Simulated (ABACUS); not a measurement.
**Single-point calculation at one volume of an equation of state, with input and output: SnTe (part 2 of 2)**

Continued. System: SnTe (2 atoms in the cell). Method: Kohn-Sham DFT of a periodic cell, PBEsol, PseudoDojo NC SR 0.4.1 PBEsol standard, no spin polarisation (ABACUS 3.10.1); cutoff 1129.27 eV, 7×7×7 k-mesh, fermi-dirac of 0.05 eV. The structure derives from an entry of the Crystallography Open Database. It belongs to a series of runs on one base structure; here: volume scaled by 1.06.

Geometry of the input (Å; fractional positions):
```
0.0000  3.2126  3.2126
3.2126  0.0000  3.2126
3.2126  3.2126  0.0000
Te 0.5000  0.5000  0.5000
Sn 0.0000  0.0000  0.0000
```

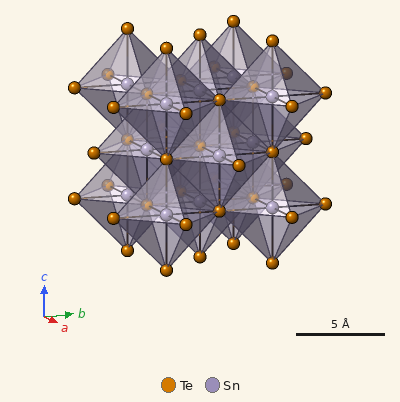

**Figure 1.** The structure (polyhedral view of the cell 4 times as large as that of the calculation, set on its symmetry axes, seen slightly off an axis; polyhedra are completed across the faces of the cell). An atom can appear more than once, as a periodic image.

**Output, continued**
```
----------------------------------------------------------
     Energy           Rydberg                 eV
----------------------------------------------------------
 E_KohnSham     -366.6530546304      -4988.5707320791
 E_Harris       -366.9023863322      -4991.9630639155
 E_Fermi        0.6576577929         8.9478933170
----------------------------------------------------------

 PW ALGORITHM --------------- ION=   1  ELEC=   2--------------------------------

 Density error is 0.00206884357302
                          Error Threshold = 7.71136715322e-05
----------------------------------------------------------
     Energy           Rydberg                 eV
----------------------------------------------------------
 E_KohnSham     -366.6582823905      -4988.6418594032
 E_Harris       -366.9560693619      -4992.6934590052
 E_Fermi        0.6571206281         8.9405848150
----------------------------------------------------------

 PW ALGORITHM --------------- ION=   1  ELEC=   3--------------------------------

 Density error is 0.000149204630997
                          Error Threshold = 6.89614524338e-06
----------------------------------------------------------
     Energy           Rydberg                 eV
----------------------------------------------------------
 E_KohnSham     -366.6587432521      -4988.6481297476
 E_Harris       -366.6494652536      -4988.5218961013
 E_Fermi        0.6561638202         8.9275667764
----------------------------------------------------------

 PW ALGORITHM --------------- ION=   1  ELEC=   4--------------------------------

 Density error is 2.78025139584e-06
                          Error Threshold = 4.97348769989e-07
----------------------------------------------------------
     Energy           Rydberg                 eV
----------------------------------------------------------
 E_KohnSham     -366.6587606282      -4988.6483661620
 E_Harris       -366.6555193223      -4988.6042659322
 E_Fermi        0.6563087641         8.9295388392
----------------------------------------------------------

 PW ALGORITHM --------------- ION=   1  ELEC=   5--------------------------------

 Density error is 2.45640485483e-07
                          Error Threshold = 9.2675046528e-09
----------------------------------------------------------
     Energy           Rydberg                 eV
----------------------------------------------------------
 E_KohnSham     -366.6587612989      -4988.6483752866
 E_Harris       -366.6557634765      -4988.6075878212
 E_Fermi        0.6563781077         8.9304823072
----------------------------------------------------------

 PW ALGORITHM --------------- ION=   1  ELEC=   6--------------------------------

 Density error is 9.2729585807e-08
                          Error Threshold = 8.18801618277e-10
----------------------------------------------------------
     Energy           Rydberg                 eV
----------------------------------------------------------
 E_KohnSham     -366.6587613449      -4988.6483759132
 E_Harris       -366.6604283385      -4988.6710565245
 E_Fermi        0.6564190021         8.9310387044
----------------------------------------------------------

 PW ALGORITHM --------------- ION=   1  ELEC=   7--------------------------------

 Density error is 6.33135402695e-09
                          Error Threshold = 3.09098619357e-10
----------------------------------------------------------
     Energy           Rydberg                 eV
----------------------------------------------------------
 E_KohnSham     -366.6587613506      -4988.6483759899
 E_KS(sigma->0) -366.6587591120      -4988.6483455325
 E_Harris       -366.6590458601      -4988.6522469405
 E_band         -27.2852939348       -371.2354691180
 E_one_elec     -154.6262305951      -2103.7977963559
 E_Hartree      91.1578411833        1240.2660574719
 E_xc           -92.3068017389       -1255.8984678051
 E_Ewald        -210.8835657227      -2869.2181083860
 E_entropy(-TS) -0.0000044772        -0.0000609149
 E_descf        0.0000000000         0.0000000000
 E_exx          0.0000000000         0.0000000000
 E_Fermi        0.6564126404         8.9309521484
----------------------------------------------------------

 charge density convergence is achieved
 final etot is -4988.648376 eV
 EFERMI = 8.9309521484 eV

 STATE ENERGY(eV) AND OCCUPATIONS    NSPIN == 1
 1/5 kpoint (Cartesian) = 0.0000 0.0000 0.0000 (5769 pws)
       1       -27.9513     0.00583090
       2       -27.9513     0.00583090
       3       -27.9487     0.00583090
       4       -27.9487     0.00583090
       5       -27.9487     0.00583090
       6       -12.8587     0.00583090
       7       -12.8587     0.00583090
       8       -12.8565     0.00583090
       9       -12.8565     0.00583090
      10       -12.8565     0.00583090
      11       -3.48077     0.00583090
      12        3.98526     0.00583090
      13        6.95838     0.00583090
      14        6.95838     0.00583090
      15        6.95838     0.00583090
      16        12.1588    5.35297e-31
      17        12.1588    5.35297e-31
      18        12.1588    5.35297e-31
      19        13.7715    5.26440e-45

 2/5 kpoint (Cartesian) = 0.022234 0.022234 0.022234 (5760 pws)
       1       -27.9513      0.0466472
       2       -27.9513      0.0466472
       3       -27.9486      0.0466472
       4       -27.9486      0.0466472
       5       -27.9486      0.0466472
       6       -12.8595      0.0466472
       7       -12.8595      0.0466472
       8       -12.8563      0.0466472
       9       -12.8556      0.0466472
      10       -12.8556      0.0466472
      11       -3.32502      0.0466472
      12        3.28371      0.0466472
      13        6.98738      0.0466472
      14        6.98738      0.0466472
      15        7.41531      0.0466472
      16        11.3829    2.35191e-23
      17        11.3921    1.95494e-23
      18        11.3921    1.95494e-23
      19        13.7116    1.39473e-43

 3/5 kpoint (Cartesian) = 0.044467 0.044467 0.044467 (5708 pws)
       1       -27.9512      0.0466472
       2       -27.9512      0.0466472
       3       -27.9485      0.0466472
       4       -27.9484      0.0466472
       5       -27.9484      0.0466472
       6       -12.8615      0.0466472
       7       -12.8615      0.0466472
       8       -12.8557      0.0466472
       9       -12.8532      0.0466472
      10       -12.8532      0.0466472
      11       -2.90317      0.0466472
      12        2.01529      0.0466472
      13        7.09280      0.0466472
      14        7.09280      0.0466472
      15        8.06334      0.0466472
      16        10.2013    4.31506e-13
      17        10.2386    2.04436e-13
      18        10.2386    2.04436e-13
      19        14.3322    5.67814e-49

 4/5 kpoint (Cartesian) = 0.066701 0.066701 0.066701 (5687 pws)
       1       -27.9512      0.0466472
       2       -27.9512      0.0466472
       3       -27.9484      0.0466472
       4       -27.9482      0.0466472
       5       -27.9482      0.0466472
       6       -12.8631      0.0466472
       7       -12.8631      0.0466472
       8       -12.8553      0.0466472
       9       -12.8512      0.0466472
      10       -12.8512      0.0466472
      11       -2.43322      0.0466472
      12        1.03098      0.0466472
      13        7.24313      0.0466472
      14        7.24313      0.0466472
      15        8.60239      0.0465820
      16        9.26261    6.13056e-05
      17        9.47875    8.14168e-07
      18        9.47875    8.14168e-07
      19        15.8537    3.45415e-62

 5/5 kpoint (Cartesian) = 0.0000 0.0000 0.044467 (5757 pws)
       1       -27.9513      0.0349854
       2       -27.9512      0.0349854
       3       -27.9487      0.0349854
       4       -27.9485      0.0349854
       5       -27.9485      0.0349854
       6       -12.8611      0.0349854
       7       -12.8580      0.0349854
       8       -12.8571      0.0349854
       9       -12.8550      0.0349854
      10       -12.8550      0.0349854
      11       -3.27417      0.0349854
      12        3.23965      0.0349854
      13        6.60354      0.0349854
      14        6.60354      0.0349854
      15        8.07510      0.0349854
      16        10.0450    7.37372e-12
      17        12.2663    3.74809e-31
      18        12.2663    3.74809e-31
      19        12.8625    2.48051e-36

------------------------------------------------------------------------------------------
 TOTAL-FORCE (eV/Angstrom)
------------------------------------------------------------------------------------------
                       Te1         0.0000000000         0.0000000000         0.0000000000
                       Sn1         0.0000000000         0.0000000000         0.0000000000
------------------------------------------------------------------------------------------

----------------------------------------------------------------
 TOTAL-STRESS (KBAR)
----------------------------------------------------------------
       -26.5940129979        -0.0000000000         0.0000000000
        -0.0000000000       -26.5940129979         0.0000000000
        -0.0000000000         0.0000000000       -26.5940129979
----------------------------------------------------------------
 TOTAL-PRESSURE: -26.594013 KBAR

 --------------------------------------------
 !FINAL_ETOT_IS -4988.6483759899047072 eV
 --------------------------------------------
```

**Standard output**
```
Local thread limit: 192
                              ABACUS v3.10.1

               Atomic-orbital Based Ab-initio Computation at UStc

%%%%%%%%%%%%%%%%%%%%%%%%%%%%%%%%%%%%%%%%%%%%%%%%%%%%%%%%%%%%%%%%%%%%%%%%%%%%%%%%%%%%%%%%%%%%%%%%%%%%%%%%%
 Warning: the number of valence electrons in pseudopotential > 6 for Te: [Kr] 4d10 5s2 5p4
 Warning: the number of valence electrons in pseudopotential > 4 for Sn: [Kr] 4d10 5s2 5p2
 Pseudopotentials with additional electrons can yield (more) accurate outcomes, but may be less efficient.
 If you're confident that your chosen pseudopotential is appropriate, you can safely ignore this warning.
%%%%%%%%%%%%%%%%%%%%%%%%%%%%%%%%%%%%%%%%%%%%%%%%%%%%%%%%%%%%%%%%%%%%%%%%%%%%%%%%%%%%%%%%%%%%%%%%%%%%%%%%%

 UNIFORM GRID DIM        : 50 * 50 * 50
 UNIFORM GRID DIM(BIG)   : 50 * 50 * 50
 ---------------------------------------------------------
 Self-consistent calculations for electrons
 ---------------------------------------------------------
 SPIN    KPOINTS         PROCESSORS  THREADS
 1       20              4           4
 ---------------------------------------------------------
 Use plane wave basis
 ---------------------------------------------------------
 ELEMENT NATOM       XC
 Te      1
 Sn      1
 ---------------------------------------------------------
 Initial plane wave basis and FFT box
 ---------------------------------------------------------
 -------------------------------------------
 SELF-CONSISTENT :
 -------------------------------------------
 START CHARGE      : atomic
 ITER       ETOT/eV          EDIFF/eV         DRHO     TIME/s
 DA1     -4.98857073e+03   0.00000000e+00   2.3134e-02   1.88
 DA2     -4.98864186e+03  -7.11273242e-02   2.0688e-03   0.89
 DA3     -4.98864813e+03  -6.27034431e-03   1.4920e-04   0.89
 DA4     -4.98864837e+03  -2.36414435e-04   2.7803e-06   0.86
 DA5     -4.98864838e+03  -9.12461297e-06   2.4564e-07   1.10
 DA6     -4.98864838e+03  -6.26625017e-07   9.2730e-08   1.06
 DA7     -4.98864838e+03  -7.66681327e-08   6.3314e-09   0.79
----------------------------------------------------------------
 TOTAL-STRESS (KBAR)
----------------------------------------------------------------
       -26.5940129979        -0.0000000000         0.0000000000
        -0.0000000000       -26.5940129979         0.0000000000
        -0.0000000000         0.0000000000       -26.5940129979
----------------------------------------------------------------
 TOTAL-PRESSURE: -26.594013 KBAR
```

**Key numbers**

```csv
quantity,value
outcome,converged
space group (tolerance 0.01 Å),Fm-3m (225)
electrons treated,30
free energy,−4988.6484 eV
Fermi energy,8.931 eV
gap on the k-point mesh,0.66 eV
pressure,−2.66 GPa
largest force (length of the vector),under 0.001 eV/Å
wall time,8.4 s (CPU time 33 s)
peak memory,0.48 GiB
```
